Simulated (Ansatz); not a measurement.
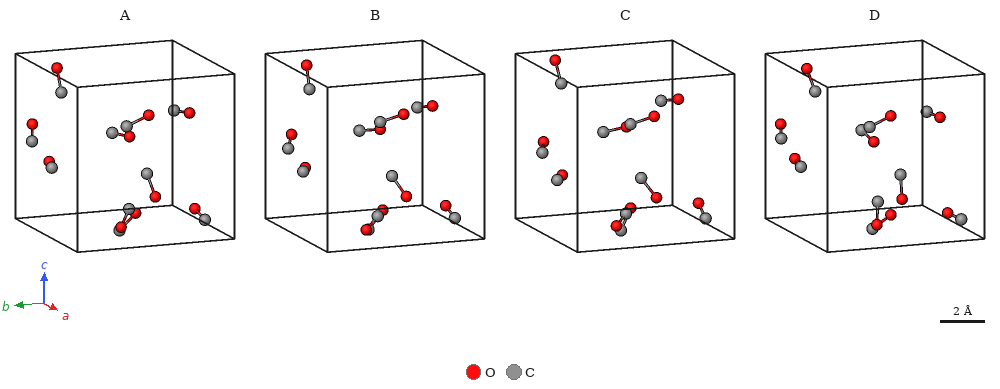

4 geometries from one relaxation of an amorphous cell of composition CO, in shuffled order. Style: ball-and-stick. Shown: the cell of the calculation, from a free direction.

The cell holds 10 CO. The run prepares the start of a later molecular dynamics calculation, from a guessed geometry.

The calculation used DFT PBE-D3(BJ), scalar-relativistic, plane waves, PAW (Ansatz). Settings: plane-wave cutoff 420 eV; k-point mesh 1 × 1 × 1; occupations fermi dirac; smearing width 0.05 eV; no spin polarisation; atoms relaxed in a fixed cell; force threshold 0.3 eV/Å; at most 15 steps.

Put them in the order of the run, from the start to the converged end.

Answer. C, B, A, D. They are steps 0, 3, 8, 13, at +1.550 eV per cell of the calculation, +0.554 eV per cell of the calculation, +0.162 eV per cell of the calculation relative to the last. An O atom moves most: 1.15 Å roughly along [−1 1 1]. Largest moves by element: O 1.15 Å, C 0.89 Å. The cell stays as it was. Some distances before and after: C–O 1.150 → 1.135 Å. After 11 accepted moves (13 points after the start) the energy has fallen by 1.550 eV per cell of the calculation. The largest force component goes from 2.1 to 0.29 eV/Å. The line search rejected the trial step at point 7 of the run. 1 step only repeated the SCF at the same geometry. Cost: 43 s on 1 thread of Intel(R) Xeon(R) Processor @ 2.70GHz, on a shared host, peak memory 0.46 GiB.

Limits of the set-up: the periodic images lie only 7.7 Å apart, so the values are limited by the cell's size.
